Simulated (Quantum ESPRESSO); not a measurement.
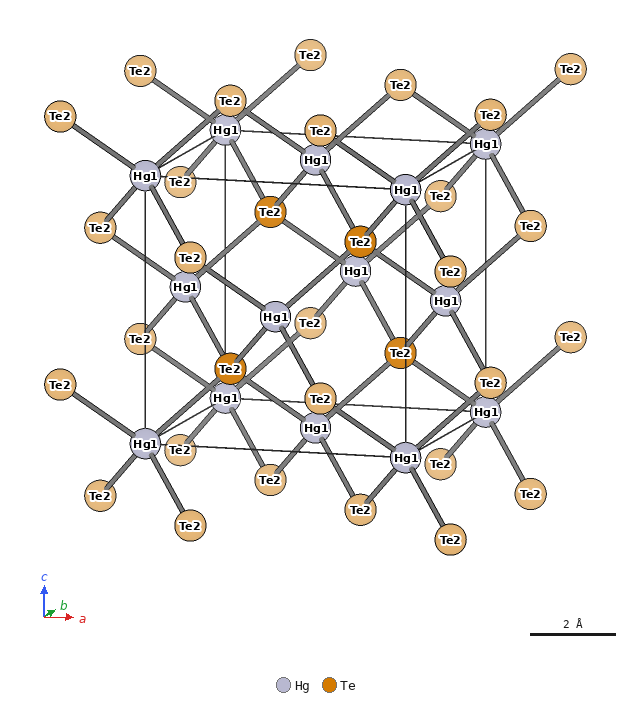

The structure as given in the input (ball-and-stick view of the cell 4 times as large as that of the calculation, set on its symmetry axes, seen slightly off an axis; neighbours outside the cell are drawn fainter; atoms are numbered from 1 in the order of the input).

## HgTe: phonon calculation (part 1 of 2)

HgTe (F-43m, 2 atoms in the cell), computed with Kohn-Sham DFT of a periodic cell, PBE, SG15 PBE 1.2, no spin polarisation (Quantum ESPRESSO 7.5).

The structure derives from an entry of the Crystallography Open Database.

## Input
```
&CONTROL
  calculation = 'scf'
  prefix = 'pwscf'
  outdir = './tmp'
  pseudo_dir = './pseudo'
  tprnfor = .true.
  tstress = .true.
  disk_io = 'low'
/
&SYSTEM
  ibrav = 0
  nat = 2
  ntyp = 2
  ecutwfc = 70
  nbnd = 26
  occupations = 'smearing'
  smearing = 'mv'
  degauss = 0.00999582
/
&ELECTRONS
  conv_thr = 4d-10
  electron_maxstep = 120
  mixing_beta = 0.5
/
ATOMIC_SPECIES
Hg   200.5920 Hg_ONCV_PBE-1.2.upf
Te   127.6000 Te_ONCV_PBE-1.2.upf
CELL_PARAMETERS angstrom
   0.0000000000    3.2145000000    3.2145000000
   3.2145000000    0.0000000000    3.2145000000
   3.2145000000    3.2145000000    0.0000000000
ATOMIC_POSITIONS crystal
Hg     0.0000000000    0.0000000000    0.0000000000
Te     0.7500000000    0.7500000000    0.7500000000
K_POINTS automatic
7 7 7 0 0 0
```

## File relax.in
```
&CONTROL
  calculation = 'vc-relax'
  prefix = 'pwscf'
  outdir = './tmp'
  pseudo_dir = './pseudo'
  tprnfor = .true.
  tstress = .true.
  disk_io = 'low'
  nstep = 40
  forc_conv_thr = 0.0001
  etot_conv_thr = 1d-06
/
&SYSTEM
  ibrav = 0
  nat = 2
  ntyp = 2
  ecutwfc = 70
  nbnd = 26
  occupations = 'smearing'
  smearing = 'mv'
  degauss = 0.00999582
/
&ELECTRONS
  conv_thr = 4d-10
  electron_maxstep = 120
  mixing_beta = 0.5
/
&IONS
  ion_dynamics = 'bfgs'
/
&CELL
  cell_dynamics = 'bfgs'
  press = 0
  press_conv_thr = 0.2
/
ATOMIC_SPECIES
Hg   200.5920 Hg_ONCV_PBE-1.2.upf
Te   127.6000 Te_ONCV_PBE-1.2.upf
CELL_PARAMETERS angstrom
   0.0000000000    3.2145000000    3.2145000000
   3.2145000000    0.0000000000    3.2145000000
   3.2145000000    3.2145000000    0.0000000000
ATOMIC_POSITIONS crystal
Hg     0.0000000000    0.0000000000    0.0000000000
Te     0.7500000000    0.7500000000    0.7500000000
K_POINTS automatic
7 7 7 0 0 0
```

## File scf2.in
```
&CONTROL
  calculation = 'scf'
  prefix = 'pwscf'
  outdir = './tmp'
  pseudo_dir = './pseudo'
  tprnfor = .true.
  tstress = .true.
  disk_io = 'low'
/
&SYSTEM
  ibrav = 0
  nat = 2
  ntyp = 2
  ecutwfc = 70
  nbnd = 26
  occupations = 'smearing'
  smearing = 'mv'
  degauss = 0.00999582
/
&ELECTRONS
  conv_thr = 1d-13
  electron_maxstep = 120
  mixing_beta = 0.5
  startingpot = 'file'
  startingwfc = 'file'
/
ATOMIC_SPECIES
Hg   200.5920 Hg_ONCV_PBE-1.2.upf
Te   127.6000 Te_ONCV_PBE-1.2.upf
CELL_PARAMETERS angstrom
   0.0000000000    3.3268468224    3.3268468224
   3.3268468224    0.0000000000    3.3268468224
   3.3268468224    3.3268468224    0.0000000000
ATOMIC_POSITIONS crystal
Hg     0.0000000000    0.0000000000    0.0000000000
Te     0.7500000000    0.7500000000    0.7500000000
K_POINTS automatic
7 7 7 0 0 0
```

## File ph.in
```
phonons of HgTe
&INPUTPH
  prefix = 'pwscf'
  outdir = './tmp'
  tr2_ph = 1d-16
  fildyn = 'dyn'
  niter_ph = 60
  alpha_mix(1) = 0.4
/
0.0000000000 0.0000000000 0.0000000000
```

## File dynmat.in
```
&INPUT
  fildyn = 'dyn'
  asr = 'crystal'
  filout = 'dynmat.eig'
/
```

## File dyn
```
Dynamical matrix file
phonons of HgTe                                                            
  2    2   0   8.8909193   0.0000000   0.0000000   0.0000000   0.0000000   0.0000000
Basis vectors
      0.000000000    0.707106781    0.707106781
      0.707106781    0.000000000    0.707106781
      0.707106781    0.707106781    0.000000000
           1  'Hg     '    182828.42361365163     
           2  'Te     '    116300.28542066456     
    1    1      0.0000000000      0.0000000000      0.0000000000
    2    2      1.0606601718      1.0606601718      1.0606601718

     Dynamical  Matrix in cartesian axes

     q = (    0.000000000   0.000000000   0.000000000 ) 

    1    1
  0.05475089   0.00000000    -0.00000000   0.00000000     0.00000000   0.00000000
 -0.00000000   0.00000000     0.05475089   0.00000000     0.00000000   0.00000000
  0.00000000   0.00000000     0.00000000   0.00000000     0.05475089   0.00000000
    1    2
 -0.05493841   0.00000000     0.00000000   0.00000000     0.00000000   0.00000000
  0.00000000   0.00000000    -0.05493841   0.00000000     0.00000000   0.00000000
  0.00000000   0.00000000     0.00000000   0.00000000    -0.05493841   0.00000000
    2    1
 -0.05493841   0.00000000     0.00000000   0.00000000     0.00000000   0.00000000
  0.00000000   0.00000000    -0.05493841   0.00000000    -0.00000000   0.00000000
  0.00000000   0.00000000    -0.00000000   0.00000000    -0.05493841   0.00000000
    2    2
  0.05296325   0.00000000    -0.00000000   0.00000000    -0.00000000   0.00000000
 -0.00000000   0.00000000     0.05296325   0.00000000     0.00000000   0.00000000
 -0.00000000   0.00000000     0.00000000   0.00000000     0.05296325   0.00000000

     Diagonalizing the dynamical matrix

     q = (    0.000000000   0.000000000   0.000000000 ) 

 **************************************************************************
     freq (    1) =      -0.281248 [THz] =      -9.381432 [cm-1]
 (  0.185841  0.000000 -0.556522  0.000000 -0.381315  0.000000 ) 
 (  0.189726  0.000000 -0.568158  0.000000 -0.389288  0.000000 ) 
     freq (    2) =      -0.281248 [THz] =      -9.381432 [cm-1]
 (  0.457798  0.000000 -0.186479  0.000000  0.495279  0.000000 ) 
 (  0.467370  0.000000 -0.190378  0.000000  0.505635  0.000000 ) 
     freq (    3) =      -0.281248 [THz] =      -9.381432 [cm-1]
 ( -0.495519  0.000000 -0.381003  0.000000  0.314567  0.000000 ) 
 ( -0.505880  0.000000 -0.388969  0.000000  0.321144  0.000000 ) 
     freq (    4) =       2.872119 [THz] =      95.803593 [cm-1]
 ( -0.437570  0.000000 -0.133872  0.000000  0.295378  0.000000 ) 
 (  0.673789  0.000000  0.206142  0.000000 -0.454836  0.000000 ) 
     freq (    5) =       2.872119 [THz] =      95.803593 [cm-1]
 (  0.321316  0.000000 -0.111834  0.000000  0.425308  0.000000 ) 
 ( -0.494776  0.000000  0.172207  0.000000 -0.654908  0.000000 ) 
     freq (    6) =       2.872119 [THz] =      95.803593 [cm-1]
 (  0.043889  0.000000 -0.515955  0.000000 -0.168827  0.000000 ) 
 ( -0.067582  0.000000  0.794489  0.000000  0.259966  0.000000 ) 
 **************************************************************************
```

Run on 1 thread of Arm Neoverse V2, 24 GiB of memory available, shared host.

Launch command:
```bash
OMP_NUM_THREADS=1 pw.x -in pw.in > pw.out
OMP_NUM_THREADS=1 pw.x -in relax.in > relax.out
OMP_NUM_THREADS=1 pw.x -in scf2.in > scf2.out
OMP_NUM_THREADS=1 ph.x -in ph.in > ph.out
OMP_NUM_THREADS=1 dynmat.x -in dynmat.in > dynmat.out
```

## Output
```
This program is part of the open-source Quantum ESPRESSO suite
     for quantum simulation of materials; please cite
         "P. Giannozzi et al., J. Phys.:Condens. Matter 21 395502 (2009);
         "P. Giannozzi et al., J. Phys.:Condens. Matter 29 465901 (2017);
         "P. Giannozzi et al., J. Chem. Phys. 152 154105 (2020);
          URL
     in publications or presentations arising from this work. More details at

     Message from routine setup:
     using ibrav=0 with symmetry is DISCOURAGED, use correct ibrav instead

     G-vector sticks info
     --------------------
     sticks:   dense  smooth     PW     G-vecs:    dense   smooth      PW
     Sum        1417    1417    421                35557    35557    5577

     Using Slab Decomposition

     bravais-lattice index     =            0
     lattice parameter (alat)  =       8.5907  a.u.
     unit-cell volume          =     448.2981 (a.u.)^3
     number of atoms/cell      =            2
     number of atomic types    =            2
     number of electrons       =        36.00
     number of Kohn-Sham states=           26
     kinetic-energy cutoff     =      70.0000  Ry
     charge density cutoff     =     280.0000  Ry
     scf convergence threshold =      4.0E-10
     mixing beta               =       0.5000
     number of iterations used =            8  plain     mixing
     Exchange-correlation= PBE
                           (   1   4   3   4   0   0   0)

     celldm(1)=   8.590675  celldm(2)=   0.000000  celldm(3)=   0.000000
     celldm(4)=   0.000000  celldm(5)=   0.000000  celldm(6)=   0.000000

     crystal axes: (cart. coord. in units of alat)
               a(1) = (   0.000000   0.707107   0.707107 )
               a(2) = (   0.707107   0.000000   0.707107 )
               a(3) = (   0.707107   0.707107   0.000000 )

     reciprocal axes: (cart. coord. in units 2 pi/alat)
               b(1) = ( -0.707107  0.707107  0.707107 )
               b(2) = (  0.707107 -0.707107  0.707107 )
               b(3) = (  0.707107  0.707107 -0.707107 )

     PseudoPot. # 1 for Hg read from file:
     Hg_ONCV_PBE-1.2.upf
     Pseudo is Norm-conserving, Zval = 20.0
     Generated using ONCVPSP code by D. R. Hamann
     Using radial grid of  602 points,  8 beta functions with:
                l(1) =   0
                l(2) =   0
                l(3) =   1
                l(4) =   1
                l(5) =   2
                l(6) =   2
                l(7) =   3
                l(8) =   3

     PseudoPot. # 2 for Te read from file:
     Te_ONCV_PBE-1.2.upf
     Pseudo is Norm-conserving, Zval = 16.0
     Generated using ONCVPSP code by D. R. Hamann
     Using radial grid of  602 points,  6 beta functions with:
                l(1) =   0
                l(2) =   0
                l(3) =   1
                l(4) =   1
                l(5) =   2
                l(6) =   2

     atomic species   valence    mass     pseudopotential
     Hg               20.00   200.59200     Hg( 1.00)
     Te               16.00   127.60000     Te( 1.00)

     24 Sym. Ops. (no inversion) found

   Cartesian axes

     site n.     atom                  positions (alat units)
         1        Hg     tau(   1) = (   0.0000000   0.0000000   0.0000000  )
         2        Te     tau(   2) = (   1.0606602   1.0606602   1.0606602  )

     number of k points=    20  Marzari-Vanderbilt smearing, width (Ry)=  0.0100
                       cart. coord. in units 2pi/alat
        k(    1) = (   0.0000000   0.0000000   0.0000000), wk =   0.0058309
        k(    2) = (   0.1010153   0.1010153  -0.1010153), wk =   0.0466472
        k(    3) = (   0.2020305   0.2020305  -0.2020305), wk =   0.0466472
        k(    4) = (   0.3030458   0.3030458  -0.3030458), wk =   0.0466472
        k(    5) = (   0.2020305  -0.0000000   0.0000000), wk =   0.0349854
        k(    6) = (   0.3030458   0.1010153  -0.1010153), wk =   0.1399417
        k(    7) = (   0.4040610   0.2020305  -0.2020305), wk =   0.1399417
        k(    8) = (  -0.2020305  -0.4040610   0.4040610), wk =   0.1399417
        k(    9) = (  -0.1010153  -0.3030458   0.3030458), wk =   0.1399417
        k(   10) = (  -0.0000000  -0.2020305   0.2020305), wk =   0.0699708
        k(   11) = (   0.4040610  -0.0000000   0.0000000), wk =   0.0349854
        k(   12) = (   0.5050763   0.1010153  -0.1010153), wk =   0.1399417
        k(   13) = (  -0.1010153  -0.5050763   0.5050763), wk =   0.1399417
        k(   14) = (   0.0000000  -0.4040610   0.4040610), wk =   0.0699708
        k(   15) = (   0.6060915  -0.0000000   0.0000000), wk =   0.0349854
        k(   16) = (  -0.0000000  -0.6060915   0.6060915), wk =   0.0699708
        k(   17) = (   0.4040610   0.2020305   0.0000000), wk =   0.1399417
        k(   18) = (  -0.2020305  -0.4040610   0.6060915), wk =   0.2798834
        k(   19) = (  -0.1010153  -0.5050763   0.7071068), wk =   0.1399417
        k(   20) = (   0.0000000  -0.4040610   0.6060915), wk =   0.1399417

     Dense  grid:    35557 G-vectors     FFT dimensions: (  45,  45,  45)

     Initial potential from superposition of free atoms

     starting charge      35.9422, renormalised to      36.0000
     Starting wfcs are random

     Self-consistent Calculation

     iteration #  1     ecut=    70.00 Ry     beta= 0.50
     Davidson diagonalization with overlap
     ethr =  1.00E-02,  avg # of iterations =  9.3

     Threshold (ethr) on eigenvalues was too large:
     Diagonalizing with lowered threshold

     Davidson diagonalization with overlap
     ethr =  2.47E-04,  avg # of iterations =  3.3

     total energy              =    -485.05897927 Ry
     estimated scf accuracy    <       0.06839840 Ry

     iteration #  2     ecut=    70.00 Ry     beta= 0.50
     Davidson diagonalization with overlap
     ethr =  1.90E-04,  avg # of iterations =  2.0

     total energy              =    -485.08023914 Ry
     estimated scf accuracy    <       0.01049628 Ry

     iteration #  3     ecut=    70.00 Ry     beta= 0.50
     Davidson diagonalization with overlap
     ethr =  2.92E-05,  avg # of iterations =  3.8

     total energy              =    -485.08204827 Ry
     estimated scf accuracy    <       0.00073957 Ry

     iteration #  4     ecut=    70.00 Ry     beta= 0.50
     Davidson diagonalization with overlap
     ethr =  2.05E-06,  avg # of iterations =  4.5

     total energy              =    -485.08211236 Ry
     estimated scf accuracy    <       0.00005211 Ry

     iteration #  5     ecut=    70.00 Ry     beta= 0.50
     Davidson diagonalization with overlap
     ethr =  1.45E-07,  avg # of iterations =  2.0

     total energy              =    -485.08212269 Ry
     estimated scf accuracy    <       0.00000349 Ry

     iteration #  6     ecut=    70.00 Ry     beta= 0.50
     Davidson diagonalization with overlap
     ethr =  9.70E-09,  avg # of iterations =  2.0

     total energy              =    -485.08212265 Ry
     estimated scf accuracy    <       0.00000107 Ry

     iteration #  7     ecut=    70.00 Ry     beta= 0.50
     Davidson diagonalization with overlap
     ethr =  2.98E-09,  avg # of iterations =  2.0

     total energy              =    -485.08212291 Ry
     estimated scf accuracy    <       0.00000001 Ry

     iteration #  8     ecut=    70.00 Ry     beta= 0.50
     Davidson diagonalization with overlap
     ethr =  3.54E-11,  avg # of iterations =  2.0

     total energy              =    -485.08212291 Ry
     estimated scf accuracy    <          1.2E-09 Ry

     iteration #  9     ecut=    70.00 Ry     beta= 0.50
     Davidson diagonalization with overlap
     ethr =  3.30E-12,  avg # of iterations =  2.0

     total energy              =    -485.08212291 Ry
     estimated scf accuracy    <          8.8E-10 Ry

     iteration # 10     ecut=    70.00 Ry     beta= 0.50
     Davidson diagonalization with overlap
     ethr =  2.45E-12,  avg # of iterations =  2.0

     End of self-consistent calculation

          k = 0.0000 0.0000 0.0000 (  4477 PWs)   bands (ev):
```
